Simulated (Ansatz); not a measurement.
```xyz
10
Lattice="4.0640 0.0000 0.0000 0.0000 4.0640 0.0000 0.0000 0.0000 7.4274" Properties=species:S:1:pos:R:3 pbc="T T T"
Cu    2.0320    0.0000    1.8568
Cu    0.0000    2.0320    5.5705
Cu    0.0000    2.0320    1.8568
Cu    2.0320    0.0000    5.5705
Cu    0.0000    0.0000    0.0000
Cu    2.0320    2.0320    3.7137
O     2.0320    0.0000    0.0000
O     0.0000    2.0320    3.7137
O     0.0000    2.0320    0.0000
O     2.0320    0.0000    3.7137
```

Space group I4/mmm; a structure from a database of computed crystals, not necessarily the ambient phase; Hubbard U of 4 eV on Cu d only; the program warned that a starting moment wasn't kept; spin-polarised, but the moments vanished.

Computed with Ansatz, DFT PBE+U, scalar-relativistic, plane waves, PAW.

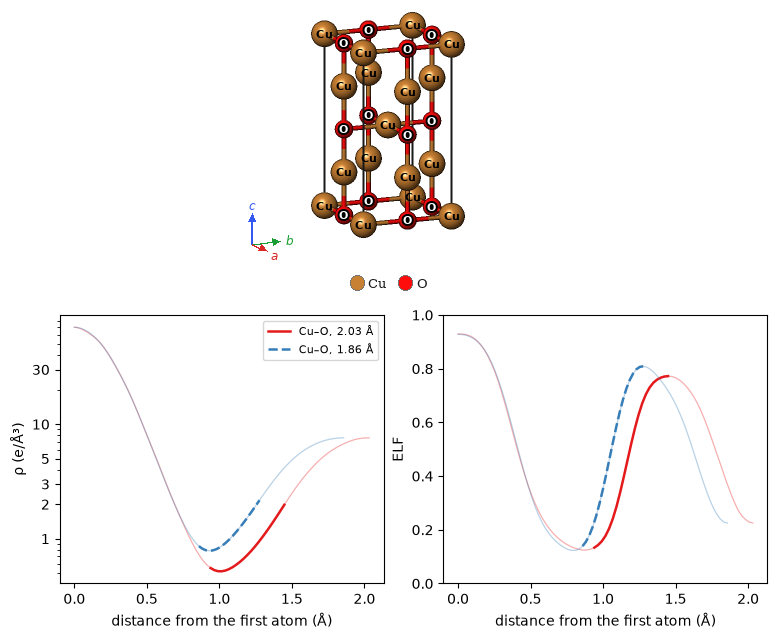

Cu$_{3}$O$_{2}$. Valence pseudo-density and electron localisation function along straight lines between neighbouring atoms. Thin, pale parts lie inside the atomic spheres. The structure is drawn too.

In a PAW calculation such maps are meaningful between the atoms, not at the nuclei.

Compare the contacts.

Cu–O (2.03 Å): ρ is about 0.52 e/Å³ halfway; the ELF peaks at about 0.75 in the valence shell of O, 0.6 Å from its nucleus, and is about 0.20 at the midpoint (no shared electron pair shows on this line).
Cu–O (1.86 Å): ρ at the midpoint is about 0.79 e/Å³; the ELF peaks at about 0.80 in the valence shell of O, 0.6 Å from its nucleus, and is about 0.20 at the midpoint (no localised pair shows between them).
